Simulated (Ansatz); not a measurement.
## Electronic structure of PbF$_{2}$ in real space

Input file:

```
crystal:
  lattice:
    - [0.0, 3.0589455, 3.01439775]
    - [3.0589455, 0.0, 3.01439775]
    - [3.0589455, 3.0589455, 0.0]
  atoms:
    - { symbol: Pb, position: [0.0, 0.0, 0.0] }
    - { symbol: F, position: [0.25, 0.25, 0.25] }
    - { symbol: F, position: [0.75, 0.75, 0.75] }
basis:
  ecutwfc: 420
kpoints:
  mp_grid: { grid: [8, 8, 8] }
hamiltonian:
  xc: pbe
scf:
  occupations: { method: gaussian, width: 0.05 }
output:
  forces: true
  stress: true
  eigenvalues: true
  write_density: true
  write_potential: true
  elf: true
  volumetric_format: npy
```

Command:

```sh
ansatz run input.yaml --threads 1 --pin off --max-ram 2560MiB --backend cpu --events-out ev --progress --plain --runs-dir out
```

Below, planes, directions and counts refer to the conventional cell (a = 4.33 Å, b = 4.33 Å, c = 6.03 Å, α = 90.00°, β = 90.00°, γ = 90.00°).

Space group I4/mmm; changed on purpose from its base cell (strain +0.030 along x and y, +0.015 along z, atoms carried along); computed pressure about −3 GPa in this cell.

The calculation used DFT PBE, scalar-relativistic, plane waves, PAW in Ansatz 0.2.0.

The density is the valence pseudo-density of a PAW calculation; it isn't the true density close to the nuclei.

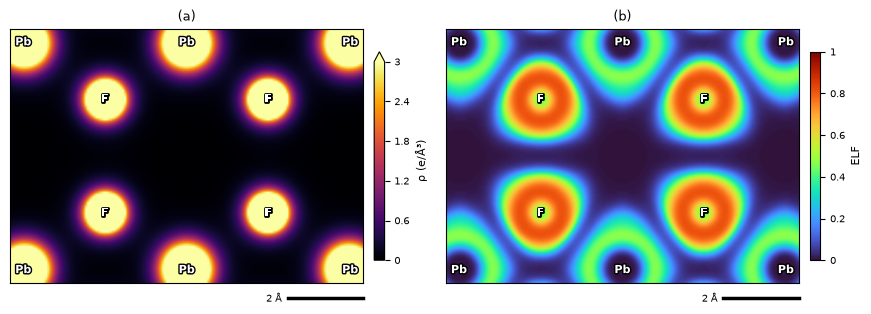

Figure 1. (a) valence pseudo-density; (b) electron localisation function on the (010) plane of the conventional cell.

Interpret the plot.

The section cuts through Pb and F sites.
Pb–F (2.64 Å): the density is about 0.22 e/Å³ at the midpoint; the ELF is about 0.10 at the midpoint: no shared electron pair shows on this line.
Between the atoms the lowest density in this plane is 0.003 e/Å³.

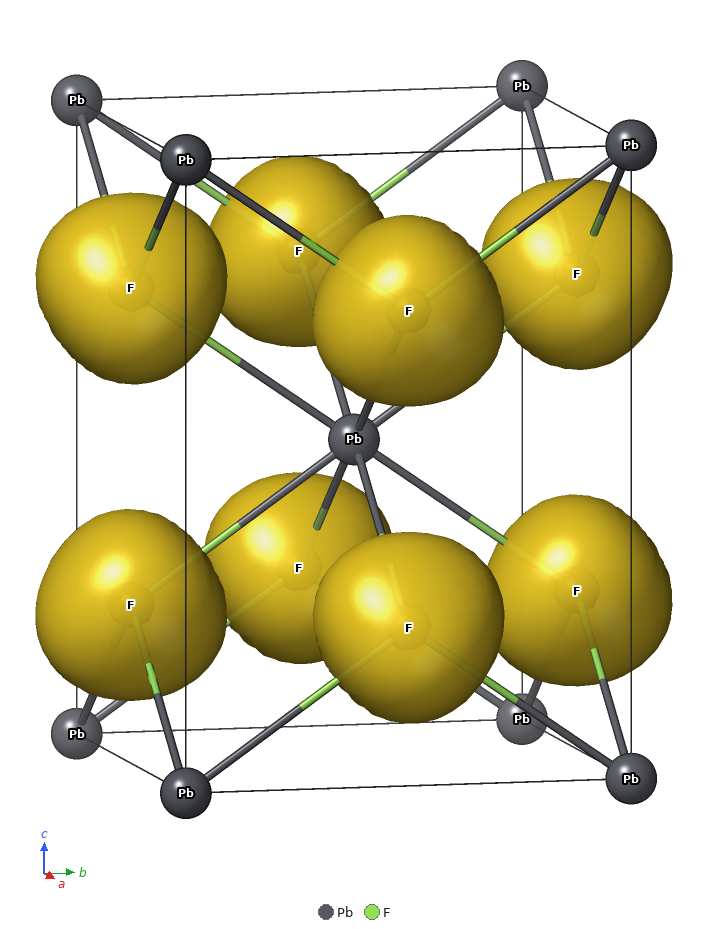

Figure 2. Isosurface of the ELF at 0.6 (yellow), seen slightly off an axis. Core shells and regions of very low density are left out. Sticks mark near contacts.

Describe the localisation domains.

The ELF exceeds this value in four regions wrapped around F (the valence shell of each), counted in one cell of 6 atoms. Any copies at cell faces, edges or corners count once.

Does the calculation make it a metal, or give it a gap?

It is gapped, with a Kohn–Sham gap of 4.4 eV on the k-point mesh (the band edges may lie off the mesh, which would make the gap smaller).
